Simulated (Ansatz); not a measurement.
**TiO₂: one change and its effect**

System: TiO₂ (P4₂/mnm, 6 atoms in the cell).
Method of run A: Kohn-Sham DFT of a periodic cell, revPBE with D4, Ansatz PAW, no spin polarisation (Ansatz 0.2.0).

The structure derives from a Materials Project entry. Text and figures count atoms from 1; the logs count them from 0 in places.

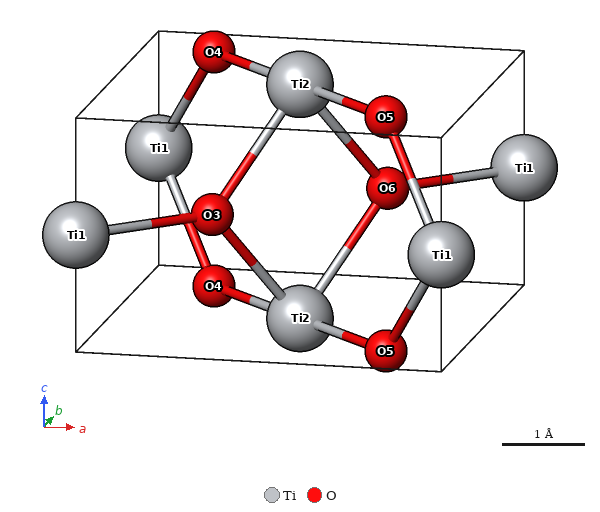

Figure 1. The structure as given in the input (ball-and-stick view of the cell of the calculation, seen slightly off an axis; atoms are numbered from 1 in the order of the input). Near neighbours in the crystal (not all of them lie inside the picture): Ti has 6 O at 1.95 to 1.98 Å; O has 3 Ti at 1.95 to 1.98 Å.

The input, run A:
```yaml
crystal:
  lattice:
    - [4.5998373239, 0.0, 0.0]
    - [0.0, 4.5998373239, 0.0]
    - [0.0, 0.0, 2.95921356]
  atoms:
    - { symbol: Ti, position: [0.0, 0.0, 0.5] }
    - { symbol: Ti, position: [0.5, 0.5, 0.0] }
    - { symbol: O, position: [0.30432132, 0.30432132, 0.5] }
    - { symbol: O, position: [0.19567868, 0.80432132, 0.0] }
    - { symbol: O, position: [0.80432132, 0.19567868, 0.0] }
    - { symbol: O, position: [0.69567868, 0.69567868, 0.5] }
hamiltonian:
  xc: revpbe
  pseudopotentials: { kind: paw }
  dispersion: d4
kpoints:
  mp_grid: { grid: [6, 6, 9] }
scf:
  occupations: { method: fermi_dirac, width: 0.05 }
output:
  forces: true
  stress: true
  write_density: true
  write_potential: true
  elf: true
  volumetric_format: npy
relax:
  f_tol: 0.01
  max_steps: 40
  cell: { stress_tol: 0.05 }
```

Command:
```bash
ansatz run input.yaml --threads 2 --pin off --max-ram 5632MiB --backend cpu --events-out ev --progress --plain --runs-dir out
```

Hardware: 2 threads of Intel Xeon @ 2.50GHz (Skylake/Cascade Lake), 189 GiB of memory available, shared host.

Output, shortened to warnings, some set-up lines, iterations and results (run A):
```
Basis set: ecut = 420 eV, 1217 PW (Γ), exchange–correlation on 64×64×40 points (8 copies of the dense FFT grid, shifted against one another)
Symmetry: 16 space group operations
k-points: 50 of 324
Initial density: superposition of atomic densities (neutral atoms: chi_scale 0, normalization atom), corrected by the library's trained network
[...]
SCF iter   1: F=—  HF=-7290.919346 eV  |F-HF|=—  |Δ(HF+E_count)|=         —  Δρ=3.01e-3  dr2=3.52e-3  ethr=1.77e-3  ⟨swp⟩=5.0  Hψ=5997  notcnv=0
SCF iter   2: F=—  HF=-7290.920267 eV  |F-HF|=—  |Δ(HF+E_count)|=   9.21e-4  Δρ=1.72e-3  dr2=1.01e-3  ethr=7.33e-6  ⟨swp⟩=2.5  Hψ=2485  notcnv=0
SCF iter   3: F=—  HF=-7290.920965 eV  |F-HF|=—  |Δ(HF+E_count)|=   6.98e-4  Δρ=1.10e-3  dr2=7.88e-4  ethr=2.10e-6  ⟨swp⟩=2.5  Hψ=2598  notcnv=0  defer=2
SCF iter   4: F=—  HF=-7290.920939 eV  |F-HF|=—  |Δ(HF+E_count)|=   2.62e-5  Δρ=2.37e-4  dr2=3.79e-5  ethr=1.64e-6  ⟨swp⟩=2.1  Hψ=2041  notcnv=0
SCF iter   5: F=—  HF=-7290.920947 eV  |F-HF|=—  |Δ(HF+E_count)|=   7.50e-6  Δρ=7.93e-5  dr2=4.23e-6  ethr=7.89e-8  ⟨swp⟩=2.0  Hψ=2212  notcnv=0
[... 21 lines ...]
SCF iter   4: F=—  HF=-7290.922303 eV  |F-HF|=—  |Δ(HF+E_count)|=   4.40e-8  Δρ=2.14e-6  dr2=3.46e-9  ethr=6.86e-11  ⟨swp⟩=2.0  Hψ=2300  notcnv=0
SCF iter   5: F=—  HF=-7290.922303 eV  |F-HF|=—  |Δ(HF+E_count)|=   3.43e-9  Δρ=8.51e-7  dr2=7.71e-10  ethr=7.21e-12  ⟨swp⟩=2.0  Hψ=2188  notcnv=0
SCF iter   6: F=-7290.922303 eV  HF=-7290.922303 eV  |F-HF|=5.46e-12  |Δ(HF+E_count)|=  7.68e-10  Δρ=2.50e-7  dr2=3.47e-11  ethr=1.00e-12  ⟨swp⟩=4.1  Hψ=7349  notcnv=0
SCF 4 converged in 6 iterations: F = -7290.922303 eV  dr2 = 3.47e-11
relax step   4: F+E_penalty+E_count = -7290.92230305 eV  Δ(F+E_penalty+E_count) = +1.576e-3 eV  max|allowed force component| = 3.520e-3 eV/Å  Δτ_max = 0.0000 Å  P = -0.031 …
basis re-selected at this cell: Δ(F+E_penalty+E_count) = +1.576e-3 eV, ΔP = -0.042 GPa vs the last step (what re-selecting the basis moved, of the pressure what is left beyond the Pulay correction that the steps carried, after the strain that the cell walked since its last selection, with what the …
SCF converged after 6 iterations
Free energy (F): -7290.922303 eV
Harris-Foulkes:  -7290.922303 eV  (|F-HF|=5.46e-12)
Internal energy: -7290.922303 eV  (E = F + TS)
E sigma→0 (E₀):  -7290.922303 eV
Fermi energy:    10.217807 eV
--- Per-component energies (eV) ---
  E_band       = -385.348257
  E_kinetic    = 1249.602871
  E_local      = -3078.478035  (includes V_loc(G=0)·N_el)
  E_nonlocal   = 192.368738
  E_hartree    = 1174.923647
  E_xc         = -494.656211
  E_vxc        = -625.308820  (∫ρ·V_xc dr)
  E_paw        = -2731.991617  (= ΣΔE_a)
  E_vpaw       = -473.390391  (= ΣTr[D̂ρ^β])
  E_aug_tail   = 0.010053  (compensation charges beyond the density's cutoff)
  E_ewald      = -3600.020516
  E_disp       = -2.543750  (pairwise vdW)
  E_core_change = -0.137484  (= ΣΔE_core)
  E_smearing   = -0.000000  (= −TS)
  E_closure    = -0.000000  (closes the sum)
  Σ components = -7290.922303   (vs F -7290.922303, Δ=0.00e0)
--- Forces (eV/Å), atoms counted from 1 ---
  atom   1  Ti    -0.00000000    -0.00000000     0.00000000
  atom   2  Ti     0.00000000     0.00000000     0.00000000
  atom   3  O     -0.00351964    -0.00351964     0.00000000
  atom   4  O      0.00351964    -0.00351964     0.00000000
  atom   5  O     -0.00351964     0.00351964     0.00000000
  atom   6  O      0.00351964     0.00351964     0.00000000
  max |Σ_I F_I| component: 5.20e-18 eV/Å
--- Stress (GPa, compression-positive) ---
       -0.031286       0.000000       0.000000
        0.000000      -0.031286       0.000000
        0.000000       0.000000      -0.031127
  P = ⅓ Tr σ = -0.0312 GPa (-0.312 kbar)
--- Relaxed structure (3 steps of the walk, 3 accepted, 1 SCFs on fresh bases) ---
  F+E_penalty+E_count = -7290.92230305 eV   max|allowed force component| = 3.520e-3 eV/Å   (the final SCF, on the basis selected at the relaxed cell)
  cell:  # Å, volume = 62.2570 Å³
    - [4.591348622778003, 5.577452527412748e-35, 0.0]
    - [5.577452527412748e-35, 4.591348622778003, 0.0]
    - [0.0, 0.0, 2.953299905197765]
  atoms:
[...]
```

For run B the input was changed thus:
```diff
-  xc: revpbe
+  xc: pbe
```

How does run B compare with run A?

The total energies belong to different methods, so their difference says nothing on which is more stable or more accurate. The volume per atom goes from 10.38 to 10.45 Å³. The functional changes from revPBE to PBE. The SCF takes 30 iterations over all geometry steps against 23. On the same kind of shared host run B took about 2.4 times as long.

Output, shortened to warnings, some set-up lines, iterations and results (run B):
```
Basis set: ecut = 420 eV, 1217 PW (Γ), exchange–correlation on 64×64×40 points (8 copies of the dense FFT grid, shifted against one another)
Symmetry: 16 space group operations
k-points: 50 of 324
Initial density: superposition of atomic densities (neutral atoms: chi_scale 0, normalization atom), corrected by the library's trained network
[...]
SCF iter   1: F=—  HF=-7278.525689 eV  |F-HF|=—  |Δ(HF+E_count)|=         —  Δρ=2.14e-3  dr2=1.75e-3  ethr=1.77e-3  ⟨swp⟩=5.0  Hψ=5997  notcnv=0
SCF iter   2: F=—  HF=-7278.526408 eV  |F-HF|=—  |Δ(HF+E_count)|=   7.19e-4  Δρ=1.29e-3  dr2=5.44e-4  ethr=3.65e-6  ⟨swp⟩=2.7  Hψ=2955  notcnv=0
SCF iter   3: F=—  HF=-7278.526652 eV  |F-HF|=—  |Δ(HF+E_count)|=   2.44e-4  Δρ=6.36e-4  dr2=1.46e-4  ethr=1.13e-6  ⟨swp⟩=2.2  Hψ=2186  notcnv=0
SCF iter   4: F=—  HF=-7278.526796 eV  |F-HF|=—  |Δ(HF+E_count)|=   1.44e-4  Δρ=2.16e-4  dr2=2.16e-5  ethr=3.04e-7  ⟨swp⟩=2.6  Hψ=2222  notcnv=0
SCF iter   5: F=—  HF=-7278.526821 eV  |F-HF|=—  |Δ(HF+E_count)|=   2.51e-5  Δρ=4.32e-5  dr2=1.26e-6  ethr=4.50e-8  ⟨swp⟩=2.1  Hψ=2129  notcnv=0
[... 32 lines ...]
SCF iter   4: F=—  HF=-7278.527378 eV  |F-HF|=—  |Δ(HF+E_count)|=   7.92e-8  Δρ=8.06e-7  dr2=3.99e-10  ethr=1.32e-11  ⟨swp⟩=2.1  Hψ=2217  notcnv=0
SCF iter   5: F=—  HF=-7278.527378 eV  |F-HF|=—  |Δ(HF+E_count)|=  1.39e-10  Δρ=2.74e-7  dr2=6.00e-11  ethr=1.00e-12  ⟨swp⟩=4.0  Hψ=7007  notcnv=0
SCF iter   6: F=-7278.527378 eV  HF=-7278.527378 eV  |F-HF|=3.64e-12  |Δ(HF+E_count)|=  4.73e-11  Δρ=8.58e-8  dr2=5.99e-12  ethr=1.00e-12  ⟨swp⟩=5.2  Hψ=6105  notcnv=0
SCF 6 converged in 6 iterations: F = -7278.527378 eV  dr2 = 5.99e-12
relax step   6: F+E_penalty+E_count = -7278.52737767 eV  Δ(F+E_penalty+E_count) = -5.941e-4 eV  max|allowed force component| = 8.319e-6 eV/Å  Δτ_max = 0.0000 Å  P = +0.009 …
basis re-selected at this cell: Δ(F+E_penalty+E_count) = -5.941e-4 eV, ΔP = +0.015 GPa vs the last step (what re-selecting the basis moved, of the pressure what is left beyond the Pulay correction that the steps carried, after the strain that the cell walked since its last selection, with what the …
SCF converged after 6 iterations
Free energy (F): -7278.527378 eV
Harris-Foulkes:  -7278.527378 eV  (|F-HF|=3.64e-12)
Internal energy: -7278.527378 eV  (E = F + TS)
E sigma→0 (E₀):  -7278.527378 eV
Fermi energy:    9.972569 eV
--- Per-component energies (eV) ---
  E_band       = -394.228911
  E_kinetic    = 1246.670541
  E_local      = -3094.878377  (includes V_loc(G=0)·N_el)
  E_nonlocal   = 196.397293
  E_hartree    = 1178.565929
  E_xc         = -492.738102
  E_vxc        = -624.049380  (∫ρ·V_xc dr)
  E_paw        = -2721.864126  (= ΣΔE_a)
  E_vpaw       = -475.511090  (= ΣTr[D̂ρ^β])
  E_aug_tail   = 0.010133  (compensation charges beyond the density's cutoff)
  E_ewald      = -3589.454080
  E_disp       = -1.236588  (pairwise vdW)
  E_smearing   = -0.000000  (= −TS)
  E_closure    = -0.000000  (closes the sum)
  Σ components = -7278.527378   (vs F -7278.527378, Δ=0.00e0)
--- Forces (eV/Å), atoms counted from 1 ---
  atom   1  Ti    -0.00000000     0.00000000     0.00000000
  atom   2  Ti     0.00000000     0.00000000     0.00000000
  atom   3  O      0.00000832     0.00000832     0.00000000
  atom   4  O     -0.00000832     0.00000832     0.00000000
  atom   5  O      0.00000832    -0.00000832     0.00000000
  atom   6  O     -0.00000832    -0.00000832     0.00000000
  max |Σ_I F_I| component: 2.17e-18 eV/Å
--- Stress (GPa, compression-positive) ---
        0.025585       0.000000       0.000000
        0.000000       0.025585       0.000000
        0.000000       0.000000      -0.024905
  P = ⅓ Tr σ = 0.0088 GPa (0.088 kbar)
--- Relaxed structure (5 steps of the walk, 5 accepted, 1 SCFs on fresh bases) ---
  F+E_penalty+E_count = -7278.52737767 eV   max|allowed force component| = 8.319e-6 eV/Å   (the final SCF, on the basis selected at the relaxed cell)
  cell:  # Å, volume = 62.7205 Å³
    - [4.607276286732651, 8.714769574082419e-37, 0.0]
    - [8.714769574082419e-37, 4.607276286732651, 0.0]
    - [0.0, 0.0, 2.954751285012636]
  atoms:
[...]
```

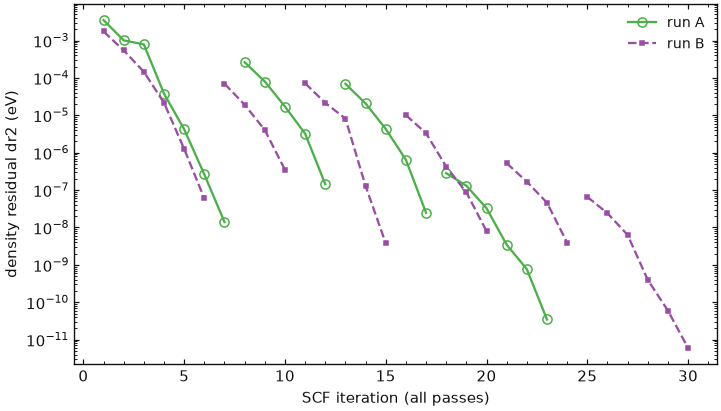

Figure 2. Convergence of the two runs: density residual dr2 against the SCF iteration. A break in a curve parts two SCF passes. Run A takes 23 iterations in all, and run B takes 30.

The two runs side by side:

| quantity | run A | run B |
| --- | --- | --- |
| outcome | converged | converged |
| free energy per atom (eV) | −1215.1537 | −1213.0879 |
| gap on the mesh (eV) | 1.90 | 1.87 |
| pressure (GPa) | −0.03 | 0.01 |
| volume per atom (Å³) | 10.38 | 10.45 |
| largest force (eV/Å) | 0.005 | 0.000 |
| SCF iterations | 23 | 30 |
| irreducible k-points | 50 | 50 |
| wall time (shared host) | 29 s | 72 s |

For run A: Points of doubt noted for this run: forces on files of another functional.
